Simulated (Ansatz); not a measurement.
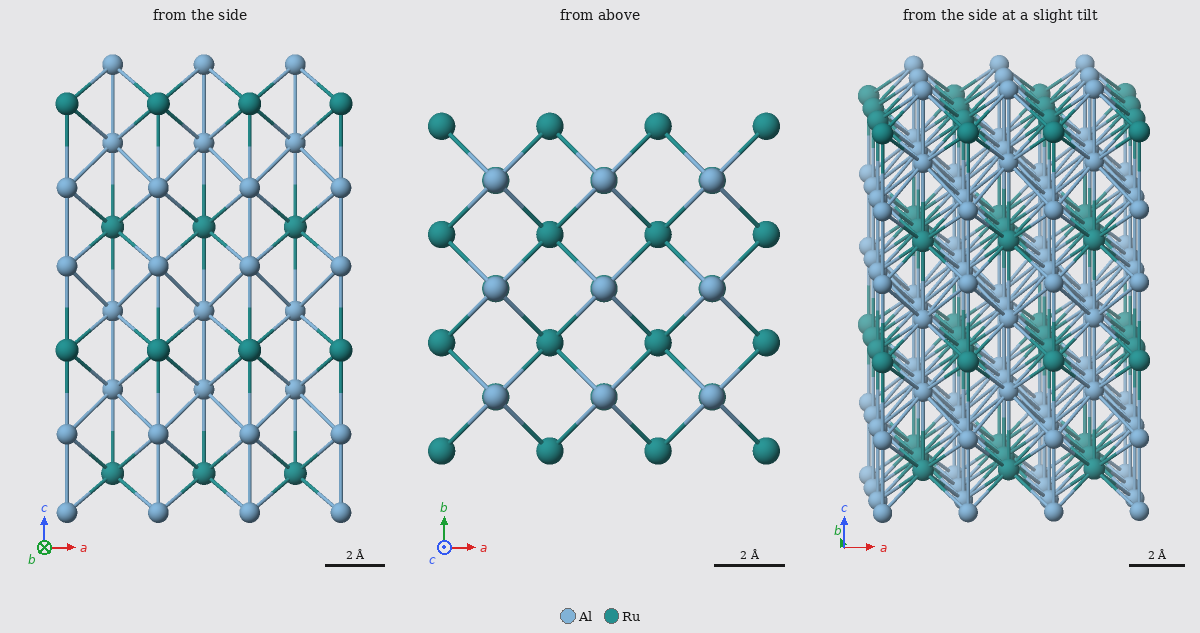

A ball-and-stick picture of a periodic slab, seen from the side, from above and from the side at a slight tilt. The surface normal points up in side views; the vacuum is left out. 3×3 cells are drawn in the plane, with atoms at the edges repeated.

The cell holds 8 Al, 4 Ru.

> What is exposed at the top and at the bottom?

The top face ends in Al, the bottom face in Al. The two faces are alike.

> Give the thickness from the bottom atom to the top atom.

About 15 Å from the lowest to the highest atom.

> Give the sequence of planes from the top.

Twelve planes: Al / Ru / Al / Al / Ru / Al / Al / Ru / Al / Al / Ru / Al.

The structure was taken from a structure listed in the Materials Project. The cell was then strained or its atoms displaced on purpose. It was the input of a calculation with Ansatz.
